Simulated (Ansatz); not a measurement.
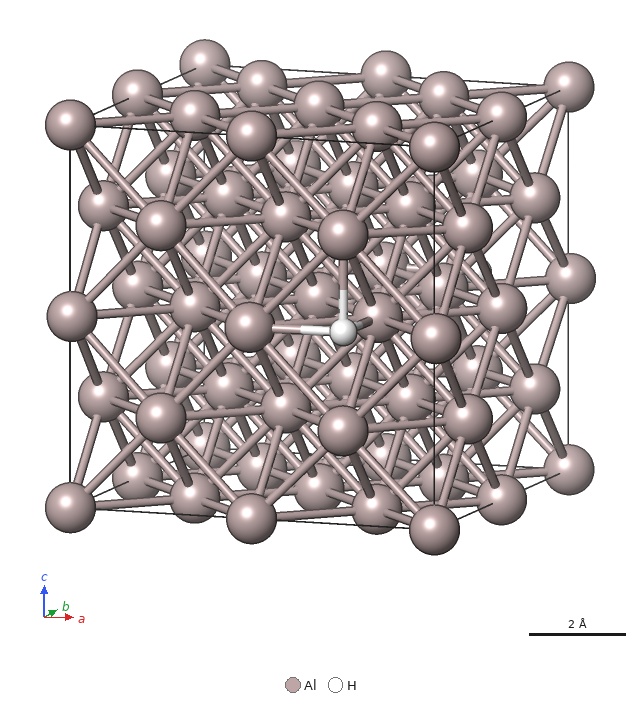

**Figure 1.** The structure as given in the input (ball-and-stick view of the cell of the calculation, seen slightly off an axis). An atom can appear more than once, as a periodic image.

## Run report: Al$_{32}$H, nudged elastic band (part 1 of 2)

- system: Al$_{32}$H (defect cell, 33 atoms in the cell)
- method: DFT PBE, scalar-relativistic, plane waves, PAW, PAW set soft_1, no spin polarisation (Ansatz 0.2.0)

One setting was made poor on purpose. It belongs to a series of runs on one base structure; here: band between the two ends.

### Log
```
Warning: neb: disabling space-group detection — the band's intermediate images generally break the endpoint symmetry, so no spatial operation reduces the k-mesh or symmetrises the density, except that a semilocal band can use its path's symmetry ahead of convergence; time reversal is kept, so that k and −k are solved as one point where they differ and the mesh holds both, and exact exchange and, on two spinor components, a DFT+U term hold to it where the run has them: on two components no moment then forms, and a state that bears one, which a typed moment (crystal.atoms[].spin; refused beside efield: under a hybrid functional) reaches, can lie lower, under hf by electronvolts; crystal.symmetry.detect: false (a key that needs symmetry detection or time reversal refuses this as the deck is read) with time_reversal: false beside it drops time reversal too
Engine: ansatz 0.2.0, aarch64-unknown-linux-gnu
Pseudopotentials: kind: paw
Pseudopotential: Al, paw, valence charge 3, recommended cutoff 420 eV (normal), [file]
Pseudopotential: H, paw, valence charge 1, recommended cutoff 420 eV (normal), [file]
Functional definition: PBE
  parameter kappa = 0.804
  parameter beta = 0.06672455060314922
  exchange = pbe_x(kappa = kappa, mu = beta*pi^2/3)
  correlation = pbe_c(beta = beta)
NEB image 0
Crystal: 33 atoms, lattice volume = 531.441 Å³
Basis set: ecut = 420 eV, 10395 PW (Γ), exchange–correlation on 120×120×120 points (8 copies of the dense FFT grid, shifted against one another)
Bands: 82, of which v1, the nominal top of the filled ones, is band 49 counted from 1 (48 counted from 0)
Symmetry: 1 space group operations
k-points: 14 of 27 (time reversal used)
Non-local potential: Al, projectors of the file, l = 0: 2, l = 1: 2, l = 2: 1
Non-local potential: H, projectors of the file, l = 0: 2, l = 1: 1
PAW form: soft (Blöchl's): semilocal exchange-correlation on the pseudo side does not see the compensation charge
PAW one-centre angular grid: Al, 110 points (default); XC on 64 Gauss nodes
PAW one-centre angular grid: H, 110 points (default); XC on 64 Gauss nodes
Initial density: superposition of atomic densities (chi_scale 0.1, normalization cell, long waves kept (reshape's long-wave potential 0.06 eV rms))
Initial wavefunctions: pseudopotential atomic-orbital guess
Functional: x = pbe(κ = 0.804, μ = 0.2195149727645171), c = pbe(β = 0.06672455060314922)
SCF iter   1: F=—  HF=-17217.142850 eV  |F-HF|=—  |Δ(HF+E_count)|=         —  Δρ=2.31e-2  dr2=3.21e0  ethr=3.10e-3  ⟨swp⟩=5.3  Hψ=4813  notcnv=0  defer=107
preconditioner: auto → Resta (q_TF=auto, 2.055 Å⁻¹)  ε∞=6.3  [insulator: Δε(μ)=0.255 eV  Ē_g=6.892 eV  σ=0.050 eV  W_gap=0.97  n_scr=80 (ndim 8)  ℏωp=15.9 eV  f_vac=0.000  D(μ)=2.45/eV (n_scr^D=6)  ε∞_Penn≈6.3]
SCF iter   2: F=—  HF=-17216.568759 eV  |F-HF|=—  |Δ(HF+E_count)|=   5.74e-1  Δρ=1.43e-2  dr2=1.19e0  ethr=3.10e-3  ⟨swp⟩=1.0  Hψ=1330  notcnv=0  defer=117
SCF iter   3: F=—  HF=-17215.988691 eV  |F-HF|=—  |Δ(HF+E_count)|=   5.80e-1  Δρ=1.60e-3  dr2=6.79e-2  ethr=1.22e-3  ⟨swp⟩=1.9  Hψ=865  notcnv=0  defer=322
SCF iter   4: F=—  HF=-17215.976577 eV  |F-HF|=—  |Δ(HF+E_count)|=   1.21e-2  Δρ=3.42e-4  dr2=1.85e-3  ethr=7.00e-5  ⟨swp⟩=2.0  Hψ=1122  notcnv=0  defer=362
SCF iter   5: F=—  HF=-17215.976084 eV  |F-HF|=—  |Δ(HF+E_count)|=   4.93e-4  Δρ=7.01e-5  dr2=2.33e-5  ethr=1.91e-6  ⟨swp⟩=2.0  Hψ=1061  notcnv=0  defer=362
SCF iter   6: F=—  HF=-17215.975727 eV  |F-HF|=—  |Δ(HF+E_count)|=   3.57e-4  Δρ=9.23e-6  dr2=3.24e-7  ethr=2.40e-8  ⟨swp⟩=2.0  Hψ=1805  notcnv=0  defer=362
SCF iter   7: F=-17215.975727 eV  HF=-17215.975727 eV  |F-HF|=2.97e-8  |Δ(HF+E_count)|=   1.77e-8  Δρ=1.42e-6  dr2=3.65e-8  ethr=1.03e-10  ⟨swp⟩=4.0  Hψ=2750  notcnv=0
SCF 1 converged in 7 iterations: F = -17215.975727 eV  dr2 = 3.65e-8
  greatest PAW one-centre occupation: 0.453 electrons in one spin orbital (limit 2), on the Al atom at site 21 (counted from 0), in its partial waves of l = 0
NSCF: frozen V_eff on 14 k-points
NEB image 2
SCF iter   1: F=—  HF=-17217.142591 eV  |F-HF|=—  |Δ(HF+E_count)|=         —  Δρ=2.31e-2  dr2=3.21e0  ethr=3.10e-3  ⟨swp⟩=5.4  Hψ=4842  notcnv=0  defer=110
preconditioner: auto → Resta (q_TF=auto, 2.055 Å⁻¹)  ε∞=6.3  [insulator: Δε(μ)=0.255 eV  Ē_g=6.893 eV  σ=0.050 eV  W_gap=0.97  n_scr=80 (ndim 8)  ℏωp=15.9 eV  f_vac=0.000  D(μ)=2.45/eV (n_scr^D=6)  ε∞_Penn≈6.3]
SCF iter   2: F=—  HF=-17216.568625 eV  |F-HF|=—  |Δ(HF+E_count)|=   5.74e-1  Δρ=1.43e-2  dr2=1.19e0  ethr=3.10e-3  ⟨swp⟩=1.0  Hψ=1330  notcnv=0  defer=118
SCF iter   3: F=—  HF=-17215.988551 eV  |F-HF|=—  |Δ(HF+E_count)|=   5.80e-1  Δρ=1.60e-3  dr2=6.75e-2  ethr=1.22e-3  ⟨swp⟩=1.9  Hψ=866  notcnv=0  defer=320
SCF iter   4: F=—  HF=-17215.976559 eV  |F-HF|=—  |Δ(HF+E_count)|=   1.20e-2  Δρ=3.43e-4  dr2=1.83e-3  ethr=6.96e-5  ⟨swp⟩=2.0  Hψ=1122  notcnv=0  defer=362
SCF iter   5: F=—  HF=-17215.976076 eV  |F-HF|=—  |Δ(HF+E_count)|=   4.83e-4  Δρ=6.94e-5  dr2=2.32e-5  ethr=1.89e-6  ⟨swp⟩=2.0  Hψ=1055  notcnv=0  defer=362
SCF iter   6: F=—  HF=-17215.975716 eV  |F-HF|=—  |Δ(HF+E_count)|=   3.60e-4  Δρ=9.21e-6  dr2=3.32e-7  ethr=2.39e-8  ⟨swp⟩=2.1  Hψ=1807  notcnv=0  defer=362
SCF iter   7: F=-17215.975716 eV  HF=-17215.975716 eV  |F-HF|=3.72e-8  |Δ(HF+E_count)|=   1.79e-8  Δρ=1.47e-6  dr2=4.46e-8  ethr=1.03e-10  ⟨swp⟩=4.0  Hψ=2751  notcnv=0
SCF 2 converged in 7 iterations: F = -17215.975716 eV  dr2 = 4.46e-8
  greatest PAW one-centre occupation: 0.453 electrons in one spin orbital (limit 2), on the Al atom at site 8 (counted from 0), in its partial waves of l = 0
NSCF: frozen V_eff on 14 k-points
NEB end point (image 0): max|allowed force component| = 1.835e-2 eV/Å (the criterion of neb.relax_end_points is 1.000e-2)
NEB end point (image 2): max|allowed force component| = 1.337e-2 eV/Å (the criterion of neb.relax_end_points is 1.000e-2)
NEB image 1
SCF iter   1: F=—  HF=-17216.376419 eV  |F-HF|=—  |Δ(HF+E_count)|=         —  Δρ=2.70e-2  dr2=3.86e0  ethr=3.10e-3  ⟨swp⟩=5.6  Hψ=4978  notcnv=0  defer=105
preconditioner: auto → Resta (q_TF=auto, 2.055 Å⁻¹)  ε∞=6.3  [insulator: Δε(μ)=0.079 eV  Ē_g=6.921 eV  σ=0.050 eV  W_gap=0.67  n_scr=80 (ndim 8)  ℏωp=15.9 eV  f_vac=0.000  D(μ)=7.72/eV (n_scr^D=32)  ε∞_Penn≈6.3]
SCF iter   2: F=—  HF=-17215.588490 eV  |F-HF|=—  |Δ(HF+E_count)|=   7.88e-1  Δρ=1.56e-2  dr2=1.33e0  ethr=3.10e-3  ⟨swp⟩=1.4  Hψ=1342  notcnv=0  defer=119
SCF iter   3: F=—  HF=-17214.945682 eV  |F-HF|=—  |Δ(HF+E_count)|=   6.43e-1  Δρ=1.78e-3  dr2=3.21e-2  ethr=1.37e-3  ⟨swp⟩=2.0  Hψ=1541  notcnv=0  defer=320
SCF iter   4: F=—  HF=-17214.937622 eV  |F-HF|=—  |Δ(HF+E_count)|=   8.06e-3  Δρ=4.51e-4  dr2=9.76e-3  ethr=3.31e-5  ⟨swp⟩=2.0  Hψ=1279  notcnv=0  defer=365
SCF iter   5: F=—  HF=-17214.936245 eV  |F-HF|=—  |Δ(HF+E_count)|=   1.38e-3  Δρ=7.38e-5  dr2=4.16e-5  ethr=1.01e-5  ⟨swp⟩=2.0  Hψ=1055  notcnv=0  defer=365
SCF iter   6: F=—  HF=-17214.935887 eV  |F-HF|=—  |Δ(HF+E_count)|=   3.59e-4  Δρ=1.91e-5  dr2=1.99e-6  ethr=4.29e-8  ⟨swp⟩=2.2  Hψ=1574  notcnv=0  defer=365
SCF iter   7: F=—  HF=-17214.935887 eV  |F-HF|=—  |Δ(HF+E_count)|=   4.84e-8  Δρ=4.35e-6  dr2=5.86e-7  ethr=2.05e-9  ⟨swp⟩=2.1  Hψ=1237  notcnv=0  defer=365
SCF iter   8: F=-17214.935887 eV  HF=-17214.935887 eV  |F-HF|=1.57e-8  |Δ(HF+E_count)|=   6.17e-8  Δρ=1.33e-6  dr2=2.19e-8  ethr=1.03e-10  ⟨swp⟩=2.0  Hψ=2991  notcnv=0
[...]
  greatest PAW one-centre occupation: 0.460 electrons in one spin orbital (limit 2), on the Al atom at site 11 (counted from 0), in its partial waves of l = 0
NEB iter   1: max|band force component| = 2.902e0 eV/Å  barrier→ = 1.0398 eV  barrier← = 1.0398 eV  Δτ_max = 0.1122 Å  (22 SCF iters)
NEB image 1
Initial density: handed on by an earlier stage of this run
Initial wavefunctions: those handed on with the density
preconditioner: auto → Resta (q_TF=auto, 2.055 Å⁻¹)  ε∞=6.3  [insulator: Δε(μ)=0.073 eV  Ē_g=6.887 eV  σ=0.050 eV  W_gap=0.62  n_scr=80 (ndim 8)  ℏωp=15.9 eV  f_vac=0.000  D(μ)=4.53/eV (n_scr^D=18)  ε∞_Penn≈6.3]
  greatest PAW one-centre occupation: 0.458 electrons in one spin orbital (limit 2), on the Al atom at site 18 (counted from 0), in its partial waves of l = 0
NEB iter   2: max|band force component| = 1.255e0 eV/Å  barrier→ = 0.4742 eV  barrier← = 0.4741 eV  Δτ_max = 0.0913 Å  (7 SCF iters)
[... from here on the SCF iterations and repeated set-up lines of each step are left out, up to the last step ...]
NEB image 1
NEB iter   3: max|band force component| = 3.955e-1 eV/Å  barrier→ = 0.2848 eV  barrier← = 0.2848 eV  CI = image 1  Δτ_max = 0.0456 Å  (6 SCF iters)
NEB image 1
NEB iter   4: max|band force component| = 8.728e-2 eV/Å  barrier→ = 0.2525 eV  barrier← = 0.2525 eV  CI = image 1  Δτ_max = 0.0523 Å  (6 SCF iters)
NEB image 1
NEB iter   5: max|band force component| = 1.275e-1 eV/Å  barrier→ = 0.2456 eV  barrier← = 0.2455 eV  CI = image 1  Δτ_max = 0.0262 Å  (5 SCF iters)
NEB image 1
NEB iter   6: max|band force component| = 1.622e-1 eV/Å  barrier→ = 0.2415 eV  barrier← = 0.2415 eV  CI = image 1  Δτ_max = 0.0523 Å  (5 SCF iters)
NEB image 1
NEB iter   7: max|band force component| = 2.300e-1 eV/Å  barrier→ = 0.2304 eV  barrier← = 0.2304 eV  CI = image 1  Δτ_max = 0.1043 Å  (5 SCF iters)
NEB image 1
NEB iter   8: max|band force component| = 3.481e-1 eV/Å  barrier→ = 0.1978 eV  barrier← = 0.1978 eV  CI = image 1  Δτ_max = 0.1977 Å  (6 SCF iters)
NEB image 1
NEB iter   9: max|band force component| = 4.592e-1 eV/Å  barrier→ = 0.1126 eV  barrier← = 0.1126 eV  CI = image 1  Δτ_max = 0.0700 Å  (6 SCF iters)
NEB image 1
NEB iter  10: max|band force component| = 4.412e-1 eV/Å  barrier→ = 0.0822 eV  barrier← = 0.0821 eV  CI = image 1  Δτ_max = 0.1945 Å  (6 SCF iters)
NEB image 1
NEB iter  11: max|band force component| = 2.585e-1 eV/Å  barrier→ = 0.0146 eV  barrier← = 0.0146 eV  CI = image 1  Δτ_max = 0.1992 Å  (6 SCF iters)
NEB image 1
NEB iter  12: max|band force component| = 1.660e-1 eV/Å  barrier→ = 0.0494 eV  barrier← = 0.0494 eV  CI = image 1  Δτ_max = 0.1990 Å  (6 SCF iters)
NEB image 1
NEB iter  13: max|band force component| = 1.084e-1 eV/Å  barrier→ = 0.0790 eV  barrier← = 0.0789 eV  CI = image 1  Δτ_max = 0.1470 Å  (6 SCF iters)
NEB image 1
NEB iter  14: max|band force component| = 6.127e-2 eV/Å  barrier→ = 0.0793 eV  barrier← = 0.0793 eV  CI = image 1  Δτ_max = 0.0336 Å  (6 SCF iters)
NEB image 1
preconditioner: auto → Resta (q_TF=auto, 2.055 Å⁻¹)  ε∞=6.3  [insulator: Δε(μ)=0.093 eV  Ē_g=6.884 eV  σ=0.050 eV  W_gap=0.68  n_scr=80 (ndim 8)  ℏωp=15.9 eV  f_vac=0.000  D(μ)=2.82/eV (n_scr^D=6)  ε∞_Penn≈6.3]
NEB image 1
NSCF: frozen V_eff on 14 k-points
the band table was solved once a step of the walk had ended and its energy, with any forces and stress, was formed, with the checks that follow a solve (5575 applications of the Hamiltonian). They found nothing against the state; the energy, forces and stress were not computed again (output.eigenvalues in the input reference)
NEB iter  15: max|band force component| = 8.670e-3 eV/Å  barrier→ = 0.0783 eV  barrier← = 0.0783 eV  CI = image 1  Δτ_max = 0.0000 Å  (5 SCF iters)
```

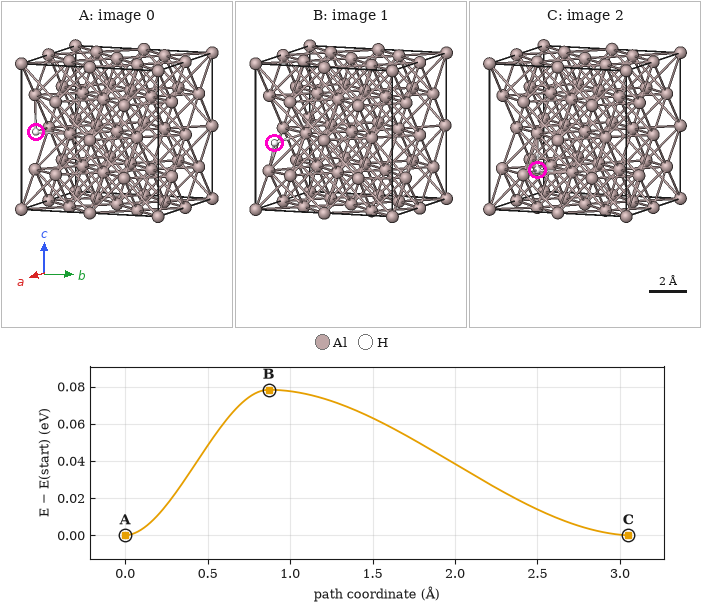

**Figure 2.** Images of the last band (counted from 0; ball-and-stick, simulation cell, seen slightly off an axis), with the moving atom and its periodic copies ringed, above the energy along the path; the line is a cubic interpolation that uses the forces. The highest image is number 1, 0.078 eV above the start and 0.078 eV above the end (the climbing image); start and end have the same energy. The path is 3.05 Å long, and H33 moves most (2.84 Å). The band converged in 15 iterations.

```
Free energy (F): -17215.897422 eV
Harris-Foulkes:  -17215.897422 eV  (|F-HF|=1.15e-8)
Internal energy: -17215.893916 eV  (E = F + TS)
E sigma→0 (E₀):  -17215.895669 eV
Entropy (-TS):   -0.003506 eV (-0.106 meV/atom)
Fermi energy:    7.734722 eV
--- Per-component energies (eV) ---
  E_band       = 333.625341
  E_kinetic    = 732.661087
  E_local      = 322.429639  (includes V_loc(G=0)·N_el)
  E_nonlocal   = 321.985552
  E_hartree    = 7.182095
  E_xc         = -1215.054700
  E_vxc        = -945.079658  (∫ρ·V_xc dr)
  E_paw        = -15021.665841  (= ΣΔE_a)
  E_vpaw       = -112.734543  (= ΣTr[D̂ρ^β])
  E_aug_tail   = -0.001004  (compensation charges beyond the density's cutoff)
  E_ewald      = -2363.430745
  E_smearing   = -0.003506  (= −TS)
  E_closure    = 0.000000  (closes the sum)
  Σ components = -17215.897422   (vs F -17215.897422, Δ=0.00e0)
--- Forces (eV/Å), atoms counted from 1 ---
  atom   1  Al     0.00063191     0.00214796    -0.00130899
  atom   2  Al     0.00203766     0.00117465     0.00161930
  atom   3  Al    -0.00557281     0.00202318     0.00332677
  atom   4  Al    -0.00040050     0.00271330     0.00375144
  atom   5  Al    -0.00266759     0.00622632    -0.00090963
  atom   6  Al     0.00113084     0.00228161    -0.00223076
  atom   7  Al     0.00131614    -0.00236795    -0.00120700
  atom   8  Al     0.00073356     0.00030777    -0.00428654
  atom   9  Al     0.00115873     0.00085272    -0.00072815
  atom  10  Al     0.00211023    -0.00193432    -0.00081553
  atom  11  Al     0.00315303    -0.00053902     0.00053465
  atom  12  Al    -0.00480267    -0.00469146    -0.00176365
  atom  13  Al    -0.00044511    -0.00057028    -0.00728949
  atom  14  Al     0.00685284    -0.00089052     0.00106631
  atom  15  Al     0.00121660     0.00052801    -0.00171046
  atom  16  Al    -0.00816129    -0.00436859     0.00467752
  atom  17  Al    -0.00284602     0.00095775    -0.00616247
  atom  18  Al     0.00029329    -0.00166944     0.00222745
  atom  19  Al     0.00867129     0.00109474    -0.00012531
  atom  20  Al     0.00070018     0.00439568    -0.00022310
  atom  21  Al     0.00085574     0.00133688    -0.00214246
  atom  22  Al    -0.00063681     0.00696821     0.00079300
  atom  23  Al    -0.00066312     0.00037266     0.00659016
  atom  24  Al    -0.00001961    -0.00201860     0.00191072
  atom  25  Al     0.00132904     0.00135289     0.00197536
  atom  26  Al     0.00039198    -0.00075471     0.00216621
  atom  27  Al    -0.00056091    -0.00404637    -0.00274958
  atom  28  Al    -0.00068288    -0.00686911    -0.00033597
  atom  29  Al     0.00022575    -0.00226454     0.00024979
  atom  30  Al     0.00118092     0.00171815    -0.00055566
[...]
  atom  31  Al     0.00152620    -0.00349447     0.00336804
  atom  32  Al    -0.00358825    -0.00029159     0.00014676
  atom  33  H     -0.00447215     0.00033664     0.00012466
  max |Σ_I F_I| component: 1.82e-5 eV/Å
--- Band table (eV; the first three rows and the last of 14) ---
  k-point 0: bands = ["-3.3099", "-1.5914", "-1.0047", "-1.0047", "-0.9592", "-0.9592", "-0.9540", "0.3968", "1.1591", "1.1593", "1.2161", "1.2163", "1.2245", "1.2409", "1.2496", "1.2506", "1.2608", "1.2619", "1.2836", "2.8513", "3.3182", "3.3357", "3.3361", "3.3991", "3.5019", "3.5020", "3.5338", "4.7533", "4.9854", "4.9858", "5.8197", "6.2767", "6.2767", "6.5353", "6.9741", "6.9743", "6.9986", "7.0051", "7.0059", "7.0415", "7.0425", "7.0734", "7.0758", "7.0795", "7.0802", "7.7164", "7.9884", "7.9890", "8.0445", "8.0894", "8.0902", "8.6950", "8.8915", "8.8928", "8.9354", "8.9518", "8.9522", "8.9889", "9.0423", "9.0427", "9.0875", "9.1083", "9.1090", "9.1090", "9.1190", "9.1194", "9.1645", "9.1649", "9.1925", "10.2814", "10.5111", "10.5115", "10.5524", "10.5526", "10.5966", "10.5968", "10.6081", "10.6275", "10.6564", "10.6740", "10.6744", "12.8728"]
  k-point 1: bands = ["-3.0716", "-2.3215", "-1.2339", "-0.7592", "-0.7159", "-0.7134", "-0.2512", "-0.0201", "0.0232", "0.0246", "0.6473", "1.1299", "1.4499", "1.4866", "1.5011", "1.9282", "2.1725", "2.2123", "2.2268", "2.6808", "2.8859", "2.9175", "2.9302", "2.9322", "4.4245", "4.9991", "5.0342", "5.0413", "5.0429", "5.0778", "5.0894", "5.1087", "5.1809", "5.2189", "5.7737", "5.9027", "6.3205", "6.5192", "6.7927", "7.1270", "7.1605", "7.1643", "7.2117", "7.2263", "7.2366", "7.2528", "7.2699", "7.3094", "7.8103", "7.9222", "7.9571", "7.9892", "8.4314", "8.6187", "8.6477", "8.6820", "8.7017", "8.7207", "8.7653", "9.2885", "9.3863", "9.4280", "9.4576", "10.1081", "10.2039", "10.4529", "10.6800", "10.7076", "10.7150", "10.7471", "10.7597", "10.9111", "10.9347", "10.9729", "10.9757", "11.8762", "12.0830", "12.1119", "12.1539", "12.1657", "12.1996", "12.2467"]
  k-point 2: bands = ["-3.0716", "-2.3215", "-1.2339", "-0.7592", "-0.7159", "-0.7133", "-0.2512", "-0.0200", "0.0231", "0.0246", "0.6473", "1.1299", "1.4500", "1.4866", "1.5011", "1.9281", "2.1725", "2.2123", "2.2268", "2.6808", "2.8859", "2.9175", "2.9303", "2.9322", "4.4246", "4.9992", "5.0342", "5.0413", "5.0429", "5.0778", "5.0894", "5.1087", "5.1809", "5.2189", "5.7738", "5.9026", "6.3204", "6.5192", "6.7927", "7.1271", "7.1605", "7.1644", "7.2116", "7.2264", "7.2366", "7.2528", "7.2699", "7.3094", "7.8104", "7.9223", "7.9571", "7.9892", "8.4312", "8.6187", "8.6477", "8.6820", "8.7017", "8.7207", "8.7652", "9.2884", "9.3864", "9.4280", "9.4576", "10.1081", "10.2039", "10.4530", "10.6800", "10.7076", "10.7149", "10.7471", "10.7597", "10.9110", "10.9348", "10.9729", "10.9757", "11.8760", "12.0830", "12.1118", "12.1540", "12.1656", "12.1996", "12.2468"]
```
